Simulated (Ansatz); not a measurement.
# zigzag GaN nanoribbon (N = 2, H edges): bands by functional and under strain, part 2 of 4

What gap, if any, does the zigzag GaN nanoribbon (N = 2, H edges) have, and how does it change with the functional and under strain?

Ansatz 0.2.0; DFT PBE, plane waves, PAW; relaxation of a wire's period (the session's first sound run).

So far. Step 2 (The relaxed wire): The cell's length comes to 3.218 Å with no moment.

## 3. The perfect wire

This step: DFT PBE, plane waves, PAW; channels and complex bands of a perfect wire (Ansatz 0.2.0).

At the relaxed period the Bloch states of the perfect wire are found at each energy: those that move forward count the open channels, and those that decay describe how a disturbance dies away inside the wire itself. An energy step of 0.035 eV is under the 0.039 eV that the program asks for its thermal average at 300 K.

Contents of input.yaml:

```yaml
crystal:
  lattice:
    - [13.25, 0.0, 0.0]
    - [0.0, 7.0, 0.0]
    - [0.0, 0.0, 3.2177285074]
  atoms:
    - { symbol: H, position: [0.263022252, 0.5, 0.0] }
    - { symbol: Ga, position: [0.380491529, 0.5, 0.0] }
    - { symbol: "N", position: [0.657101128, 0.5, 0.0] }
    - { symbol: H, position: [0.733861147, 0.5, 0.0] }
    - { symbol: "N", position: [0.451217308, 0.5, 0.5] }
    - { symbol: Ga, position: [0.591287769, 0.5, 0.5] }
kpoints:
  mp_grid: { grid: [1, 1, 25] }
  band_path: { path: ["Γ", Z], npoints: 50 }
scf:
  occupations: { method: fermi_dirac, width: 0.05 }
hamiltonian:
  xc: pbe
output:
  transmission:
    e_range: [-2, 2]
    de: 0.035
    kmesh: [1, 1]
    reduced_basis: true
    leads: [[0, 0]]
  dos: { e_range: [-5, 4] }
  write_potential: true
  write_density: true
  volumetric_format: npy
  elf: true
```

Started as:

```bash
$ ansatz run input.yaml --threads 8 --pin off --max-ram 16384MiB --backend cpu --events-out ev --progress --plain --runs-dir out
```

Numbers of over 12 decimals in the logs are rounded to 6 here.

Output:

```text
[...]
Crystal: 6 atoms, lattice volume = 298.444 Å³
Basis set: ecut = 420 eV, 5845 PW (Γ)
Bands: 25, of which v1, the nominal top of the filled ones, is band 19 counted from 1 (18 counted from 0)
Symmetry: 4 space group operations
[...]
k-points: 13 of 25
[...]
SCF iter   1: F=—  HF=-8366.032983 eV  |F-HF|=—  |Δ(HF+E_count)|=         —  Δρ=2.15e-3  dr2=1.39e-2  ethr=1.77e-3  ⟨swp⟩=7.2  Hψ=1755  notcnv=0
[...]
SCF iter   7: F=-8366.039759 eV  HF=-8366.039759 eV  |F-HF|=2.32e-8  |Δ(HF+E_count)|=   6.76e-7  Δρ=5.90e-6  dr2=8.31e-8  ethr=2.63e-10  ⟨swp⟩=8.6  Hψ=1426  notcnv=0
SCF 1 converged in 7 iterations: F = -8366.039759 eV  dr2 = 8.31e-8
[...]
NSCF: frozen V_eff on 51 k-points
transmission: 4 of 24 steps passed
transmission: 8 of 24 steps passed
[...]
transmission: 24 of 24 steps passed
WARN: The output density's exchange-correlation potential varies sharply where the density is thin. Do not read a vacuum level from v_tot or v_xc, or from such a field of the output density. On a cell that repeats whose density bears no net charge and no dipole along the vacuum's axis use v_es (v_loc + v_h of the components); under efield.dipole_correction with no amplitude use v_es + v_field, which holds any externa [...]
Second SCF, for the conductance: iteration 1, dr2 9.047e-8 eV
Second SCF, for the conductance: iteration 2, dr2 2.211e-8 eV
transmission: 4 of 24 steps passed
transmission: 8 of 24 steps passed
[...]
transmission: 24 of 24 steps passed
SCF converged after 7 iterations
Free energy (F): -8366.039759 eV
[...]
Internal energy: -8366.039759 eV  (E = F + TS)
E sigma→0 (E₀):  -8366.039759 eV
Fermi energy:    -1.476726 eV
[...]
--- Band table (eV; the first three rows and the last of 13) ---
  k-point 0: bands = [... 15 lower, -4.7244, -4.3001, -3.8843, -3.7848, 0.0215, 1.1984, 1.4718, 1.9717, ... 2 higher]
  k-point 1: bands = [... 15 lower, -4.8075, -4.3156, -3.8704, -3.8544, 0.0782, 1.2422, 1.4777, 1.9994, ... 2 higher]
  k-point 2: bands = [... 15 lower, -4.9683, -4.4034, -4.0110, -3.8292, 0.2316, 1.3604, 1.4945, 2.0807, ... 2 higher]
  k-point 12: bands = [... 15 lower, -5.7147, -5.0394, -3.3683, -3.0385, 1.3171, 2.2333, 2.3768, 3.2421, ... 2 higher]
--- Transmission ---
  basis      : 819 plane waves across, 4 finite elements along
  points     : 1, standing for a mesh of 1 x 1
  filling    : by a second SCF (2 iterations) under fermi_dirac of width 0.025852 eV on a mesh of 1 x 1 x 32, whose Fermi level is -1.489029 eV
  energies   : 115 from -2.000000 to 1.990000 eV about the Fermi level, 0.035000 eV apart; the leads are filled to 0.000000 eV, and channels, transmission and decay are at -0.005000 eV
  crystal 0  : H2Ga2N2, at the sites [0, 0], period 3.2177 Å: whole cells are its period
    offset         : up to 0.0000 Å between an atom of the period and one for which it stands
    filled         : 0.5 meV over the level at which it is neutral
    channels       : 0.000000e0 a spin
    conductance    : 4.6700e-12 S/m² at 300 K; may be off by some 0.6 % by where its bands' edges are placed, 1.1 % from the distance to neutral
    slowest decay  : 0.2686 /Å at (0.0000, 0.0000)
```

Wall time 33 s (8 threads of AMD EPYC 9R45, shared host); peak memory 1.5 GiB; 2.9 min of CPU time.

Reading the cycles: dr2 is the Hartree energy of the density residual (eV), the measure of convergence; HF is the Harris–Foulkes estimate of the energy, which meets the free energy F at convergence.

This step gave:

```yaml
channels_at_the_energy_nearest_the_fermi_level_one_spin: 0
conductance_of_the_lead_as_this_run_defines_it: 5.59e-26 G₀
slowest_decay_in_the_lead_at_the_energy_nearest_the_fermi_level: 0.2686 Å⁻¹
band_gap: 3.055 eV
```

Table of open channels of the lead, one spin by energy, zero at the Fermi level:

```
energy (eV)  open channels of the lead, one spin
     -2.000                                    2
     -1.790                                    1
     -1.615                                    1
     -1.405                                    0
     -1.195                                    0
     -0.985                                    0
     -0.810                                    0
     -0.600                                    0
     -0.390                                    0
     -0.215                                    0
     -0.005                                    0
      0.205                                    0
      0.415                                    0
      0.590                                    0
      0.800                                    0
      1.010                                    0
      1.185                                    0
      1.395                                    0
      1.605                                    1
      1.815                                    1
```

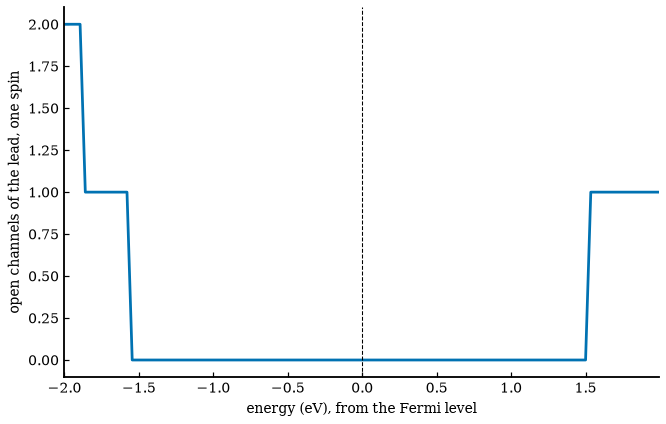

Open channels of the lead, one spin, plotted against energy.

The slowest values at each energy, most degenerate partners merged, listed up to 1.5 1/Å. The Im kz of the slowest decaying states by energy, zero at the Fermi level:

```
energy (eV)  decay 1 (Å⁻¹)  decay 2 (Å⁻¹)  decay 3 (Å⁻¹)  decay 4 (Å⁻¹)
    -2.0000          0.144          0.280          0.676          0.790
    -1.7550         0.0946          0.185          0.294          0.705
    -1.5100          0.109          0.214          0.306          0.726
    -1.2650          0.234          0.250          0.316          0.741
    -0.9850          0.251          0.323          0.325          0.754
    -0.7400          0.261          0.331          0.364          0.761
    -0.4950          0.267          0.334          0.394          0.762
    -0.2500          0.270          0.336          0.415          0.753
    -0.0050          0.269          0.337          0.430          0.742
     0.2400          0.263          0.335          0.440          0.731
     0.4850          0.252          0.332          0.445          0.718
     0.7650          0.231          0.326          0.447          0.702
     1.0100          0.202          0.318          0.444          0.686
     1.2550          0.153          0.308          0.438          0.656
     1.5000         0.0328          0.294          0.428          0.613
     1.7450          0.276          0.413          0.570          0.630
```

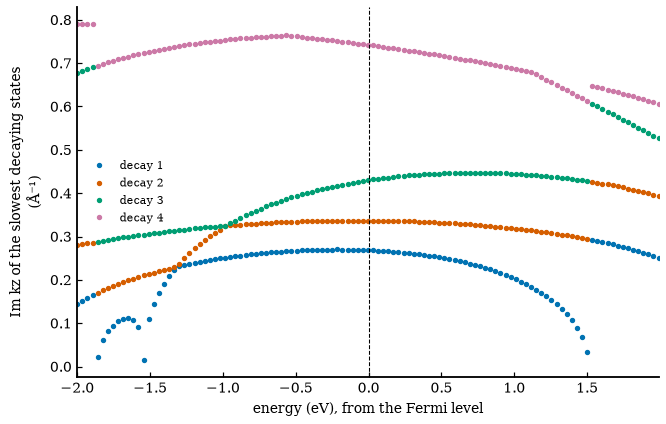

Im kz of the slowest decaying states, plotted against energy.

The electronic bands at the labelled points (eV, zero at the Fermi level):

```
point  band 16  band 17  band 18  band 19  band 20  band 21  band 22  band 23
    Γ    -3.25    -2.82    -2.41    -2.31     1.50     2.68     2.95     3.45
    Z    -4.23    -3.57    -1.88    -1.56     2.79     3.70     3.86     4.73
```

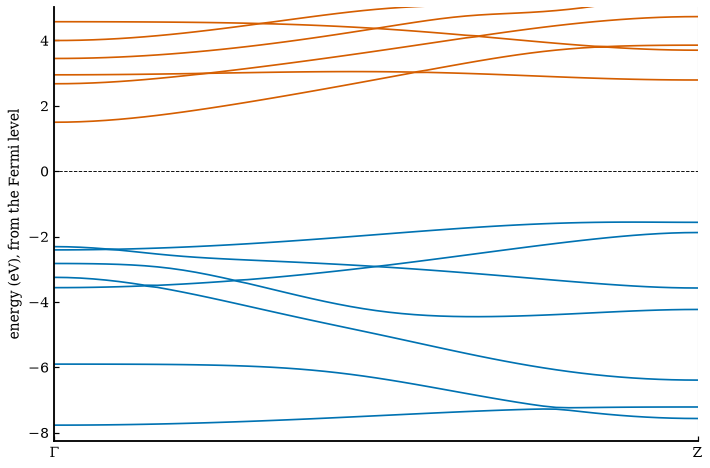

Electronic bands along the path; lines of filled and empty bands in two colours.

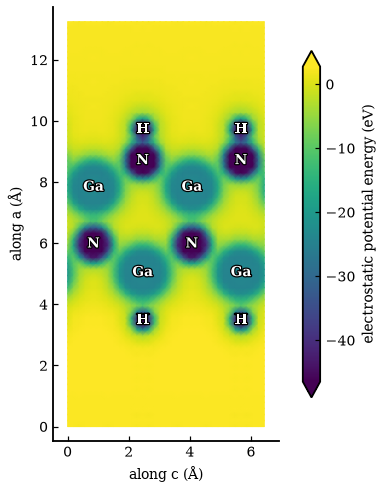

Electrostatic potential energy in the ca plane at fractional y = 0.500, with atoms of H and Ga and N within 0.2 Å of it. With pseudopotentials it is smooth inside the atoms' cores, unlike the true potential. The map starts off the cell's origin, so that atoms lie inside it.

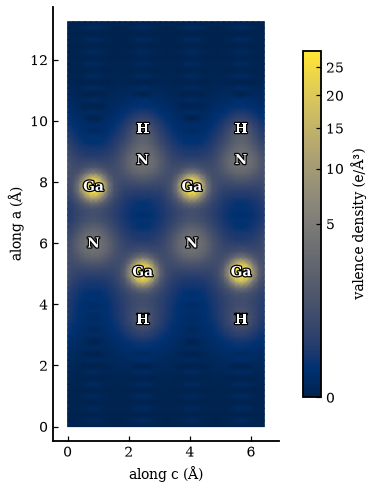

Valence density in the ca plane at fractional y = 0.500, with atoms of H and Ga and N within 0.2 Å of it. It is the smooth field of the valence electrons, not physical close to the nuclei. The map starts off the cell's origin, so that atoms lie inside it. The colour scale is stretched toward low values.

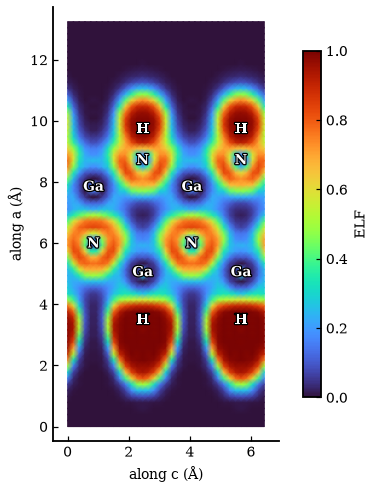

ELF in the ca plane at fractional y = 0.500, with atoms of H and Ga and N within 0.2 Å of it. It is the smooth field of the valence electrons, not physical close to the nuclei. The map starts off the cell's origin, so that atoms lie inside it.

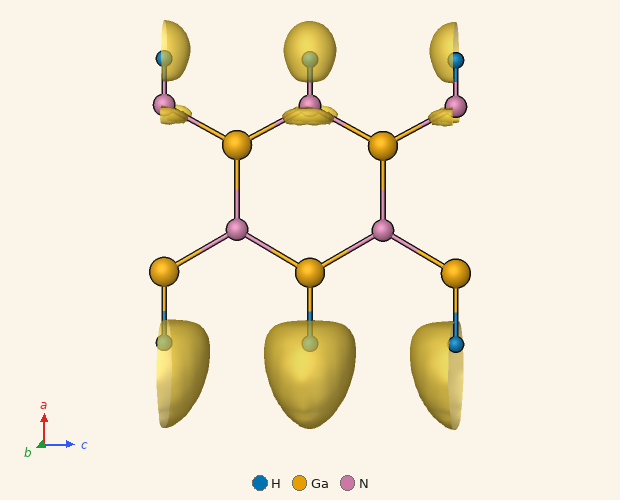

Surface of ELF = 0.85. 1×1×2 cells are drawn.

By hand: a barrier of this wire, of length L, would pass T ∝ exp(−2κL) at this energy; with κ = 0.269 Å⁻¹ one decade takes ln 10 / (2κ) = 4.29 Å.

At the computed energy nearest the Fermi level there are 0 channels a spin, and the thermal average gives 5.6e-26 G₀; the gap is 3.06 eV.

## 4. Another level of theory, level LDA, cutoff 420 eV

This step: DFT LDA, plane waves, PAW; bands of a perfect wire at the PBE geometry (Ansatz 0.2.0).

The atoms stay at the PBE geometry and the functional changes. At fixed atoms LDA and the gradient-corrected functionals usually give like bands; this run checks that. Against the first PBE run of this kind, the mesh along the wire has 19 points against 25.

input.yaml, the sections that differ from step 3:

```yaml
kpoints:
  mp_grid: { grid: [1, 1, 19] }
  band_path: { path: ["Γ", Z], npoints: 50 }
hamiltonian:
  xc: lda
# crystal, scf: as in step 3
# output: removed
```

Output:

```text
[...]
Crystal: 6 atoms, lattice volume = 298.444 Å³
Basis set: ecut = 420 eV, 5845 PW (Γ)
Bands: 25, of which v1, the nominal top of the filled ones, is band 19 counted from 1 (18 counted from 0)
Symmetry: 4 space group operations
[...]
k-points: 10 of 19
[...]
SCF iter   1: F=—  HF=-8193.004664 eV  |F-HF|=—  |Δ(HF+E_count)|=         —  Δρ=6.38e-3  dr2=1.27e-1  ethr=1.77e-3  ⟨swp⟩=7.1  Hψ=1339  notcnv=0
[...]
SCF iter   8: F=-8192.976877 eV  HF=-8192.976877 eV  |F-HF|=2.50e-8  |Δ(HF+E_count)|=   9.28e-8  Δρ=2.88e-6  dr2=1.99e-8  ethr=2.63e-10  ⟨swp⟩=9.5  Hψ=962  notcnv=0
SCF 1 converged in 8 iterations: F = -8192.976877 eV  dr2 = 1.99e-8
[...]
SCF converged after 8 iterations
Free energy (F): -8192.976877 eV
[...]
Internal energy: -8192.976877 eV  (E = F + TS)
E sigma→0 (E₀):  -8192.976877 eV
Fermi energy:    -1.702103 eV
[...]
--- Band table (eV; the first three rows and the last of 10) ---
  k-point 0: bands = [... 15 lower, -5.0210, -4.5035, -4.1486, -4.0715, -0.1812, 1.0048, 1.1579, 1.9358, ... 2 higher]
  k-point 1: bands = [... 15 lower, -5.1616, -4.5435, -4.1801, -4.1242, -0.0821, 1.0892, 1.1674, 1.9825, ... 2 higher]
  k-point 2: bands = [... 15 lower, -5.1954, -4.7855, -4.3423, -4.0525, 0.1705, 1.1925, 1.3000, 2.1184, ... 2 higher]
  k-point 9: bands = [... 15 lower, -6.0247, -5.1988, -3.6198, -3.2868, 0.9600, 1.8607, 2.0199, 2.9676, ... 2 higher]
```

Wall time 1.1 s (8 threads); peak memory 0.78 GiB; 7.1 s of CPU time.

This step gave:

* band gap: 3.100 eV

Electronic bands along the path, in eV, zero at the Fermi level:

```
point  band 16  band 17  band 18  band 19  band 20  band 21  band 22  band 23
    Γ    -3.32    -2.80    -2.45    -2.37     1.52     2.71     2.86     3.64
    Z    -4.31    -3.51    -1.89    -1.59     2.66     3.55     3.72     4.69
```

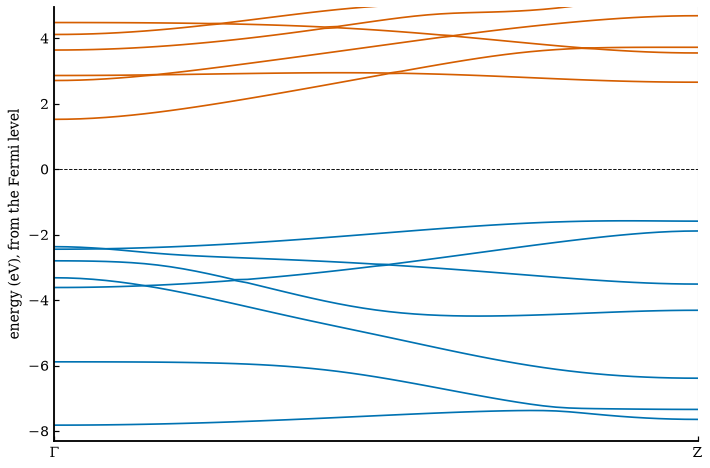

Electronic bands along the path; lines of filled and empty bands in two colours.

The gap is 3.10 eV, against 3.06 eV under PBE at the relaxed period.

## 5. Levels at the same atoms, level PBEsol, cutoff 420 eV

This step: DFT PBEsol, plane waves, PAW; bands of a perfect wire at the PBE geometry (Ansatz 0.2.0).

The atoms stay at the PBE geometry and the functional changes. At fixed atoms LDA and the gradient-corrected functionals usually give like bands; this run checks that. Against the first PBE run of this kind, the mesh along the wire has 19 points against 25.

Changes to input.yaml since step 4:

```diff
@@ -18,2 +18,2 @@
 hamiltonian:
-  xc: lda
+  xc: pbesol
```

Output:

```text
[...]
Crystal: 6 atoms, lattice volume = 298.444 Å³
Basis set: ecut = 420 eV, 5845 PW (Γ)
Bands: 25, of which v1, the nominal top of the filled ones, is band 19 counted from 1 (18 counted from 0)
Symmetry: 4 space group operations
[...]
k-points: 10 of 19
[...]
--- Band table (eV; the first three rows and the last of 10) ---
  k-point 0: bands = [... 15 lower, -4.7950, -4.3167, -3.9379, -3.8452, 0.0357, 1.2056, 1.4389, 2.0242, ... 2 higher]
  k-point 1: bands = [... 15 lower, -4.9358, -4.3534, -3.9574, -3.9137, 0.1343, 1.2849, 1.4485, 2.0739, ... 2 higher]
  k-point 2: bands = [... 15 lower, -4.9812, -4.5805, -4.1369, -3.8427, 0.3855, 1.4739, 1.4831, 2.2172, ... 2 higher]
  k-point 9: bands = [... 15 lower, -5.8038, -5.0387, -3.4248, -3.0827, 1.2452, 2.1601, 2.2958, 3.2021, ... 2 higher]
[key lines of the parts left out:]
SCF converged after 8 iterations
Free energy (F): -8274.984978 eV
Fermi energy:    -1.492297 eV
```

Run time: 1.1 s. Hardware: 8 threads; peak memory 0.78 GiB; 7.3 s of CPU time.

The gap is 3.11 eV, against 3.06 eV under PBE at the relaxed period.

## 6. Levels at the same atoms, level r2SCAN, cutoff 500 eV

This step: DFT r2SCAN, plane waves, PAW; bands of a perfect wire at the PBE geometry (Ansatz 0.2.0).

The atoms stay at the PBE geometry and the functional changes. r2SCAN also reads the kinetic-energy density; it often gives larger moments and wider gaps than PBE, at a higher cost. Against the first PBE run of this kind, the cutoff is 500 eV against 420 and the mesh along the wire has 19 points against 25.

Changes to input.yaml since step 5:

```diff
@@ -18,2 +18,2 @@
 hamiltonian:
-  xc: pbesol
+  xc: r2scan
```

Output:

```text
[...]
Crystal: 6 atoms, lattice volume = 298.444 Å³
Basis set: ecut = 500 eV, 7527 PW (Γ), exchange–correlation on 400×216×96 points (64 copies of the dense FFT grid, shifted against one another)
Bands: 25, of which v1, the nominal top of the filled ones, is band 19 counted from 1 (18 counted from 0)
Symmetry: 4 space group operations
[...]
k-points: 10 of 19
[...]
--- Band table (eV; the first three rows and the last of 10) ---
  k-point 0: bands = [... 15 lower, -4.9869, -4.5626, -4.1639, -4.0180, 0.2745, 1.5957, 1.7220, 2.5279, ... 2 higher]
  k-point 1: bands = [... 15 lower, -5.1283, -4.5953, -4.1393, -4.1338, 0.3734, 1.6798, 1.7318, 2.5781, ... 2 higher]
  k-point 2: bands = [... 15 lower, -5.2227, -4.7998, -4.3414, -4.0676, 0.6282, 1.7578, 1.8920, 2.7240, ... 2 higher]
  k-point 9: bands = [... 15 lower, -6.0085, -5.3715, -3.6444, -3.3137, 1.5202, 2.5178, 2.6961, 3.6042, ... 2 higher]
[key lines of the parts left out:]
SCF converged after 8 iterations
Free energy (F): -8382.599644 eV
Fermi energy:    -1.487575 eV
```

The job ended after 2.2 s (8 threads; peak memory 1.3 GiB; 16 s of CPU time).

The gap is 3.58 eV, against 3.06 eV under PBE at the relaxed period.

## 7. Levels at the same atoms, level HSE06, cutoff 420 eV

This step: DFT HSE06, plane waves, PAW; levels of a perfect wire at the PBE geometry (Ansatz 0.2.0).

The atoms stay at the PBE geometry and the functional changes. HSE06 mixes in a quarter of short-range exact exchange, which removes part of the self-interaction that closes gaps; it is dear, so the mesh is thinner and no path is run. Against the first PBE run of this kind, the mesh along the wire has 10 points against 25.

Changes to input.yaml since step 6:

```diff
@@ -13,4 +13,3 @@
 kpoints:
-  mp_grid: { grid: [1, 1, 19] }
-  band_path: { path: ["Γ", Z], npoints: 50 }
+  mp_grid: { grid: [1, 1, 10] }
 scf:
@@ -18,2 +17,2 @@
 hamiltonian:
-  xc: r2scan
+  xc: hse06
```

Output:

```text
exact exchange: scf.exx.singularity resolves to wigner_seitz, which cuts the screened interaction at the faces of the exchange supercell's Wigner-Seitz cell, so that each pair interacts once, at the shortest of its separations (the periodic images that this leaves out come, for a point-like exchange hole, to about 0.041 eV on a filled level). The cut falls within the interaction's reach, and what an exchange supercel [...]
[...]
Crystal: 6 atoms, lattice volume = 298.444 Å³
[...]
Fermi energy:    -1.723549 eV
[...]
--- Band table (eV; the first three rows and the last of 6) ---
  k-point 0: bands = [... 15 lower, -5.5826, -5.1194, -4.7510, -4.5840, 0.4099]
  k-point 1: bands = [... 15 lower, -5.8499, -5.3428, -4.8833, -4.6610, 0.6997]
  k-point 2: bands = [... 15 lower, -6.2789, -5.5101, -5.0997, -4.4183, 1.3172]
  k-point 5: bands = [... 15 lower, -6.6233, -5.9127, -4.1406, -3.9203, 1.7964]
  guard bands above this table: 5 of the run's 25 bands. The solve was not asked for them (output.publish_guard_bands: true or output.eigenvalues: true publishes all)
[key lines of the parts left out:]
Free energy (F): -8366.879172 eV
```

Wall time 5.3 s (8 threads); peak memory 2.7 GiB.

The gap is 4.32 eV, against 3.06 eV under PBE at the relaxed period.

## 8. The series together

Times are for 8 threads of AMD EPYC 9R45, shared host. Results by setting:

```
no.   level  band gap (eV)   time  memory (GiB)
  1     LDA          3.100  1.1 s          0.78
  2  PBEsol          3.114  1.1 s          0.78
  3  r2SCAN          3.583  2.2 s           1.3
  4   HSE06          4.319  5.3 s           2.7
```

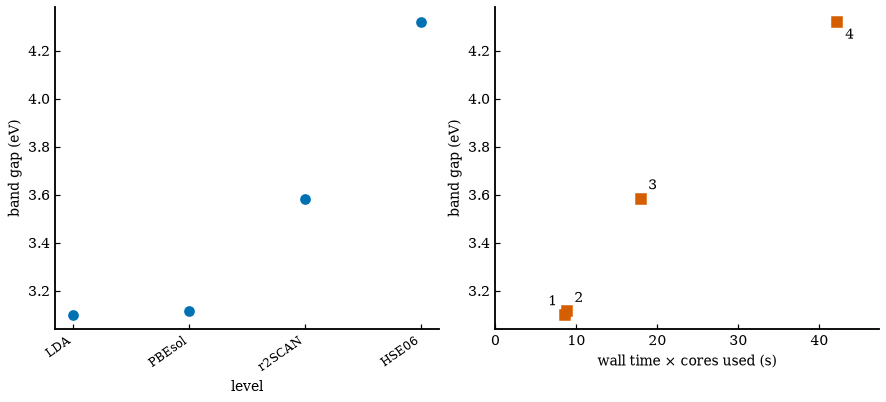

The series as plots; the last panel sets the first result against cost, with the runs numbered as in the table.

[end of part 2 of 4]

[Logs are printed without paths, hosts, clocks, repeated set-up lines and the standing remarks that a program may print on its own settings, such as how far it seeks lower states.]

[Hosts, paths, dates, database ids (printed as entryN), source tags and the programs' standing remarks are cut or masked in the printed files.]
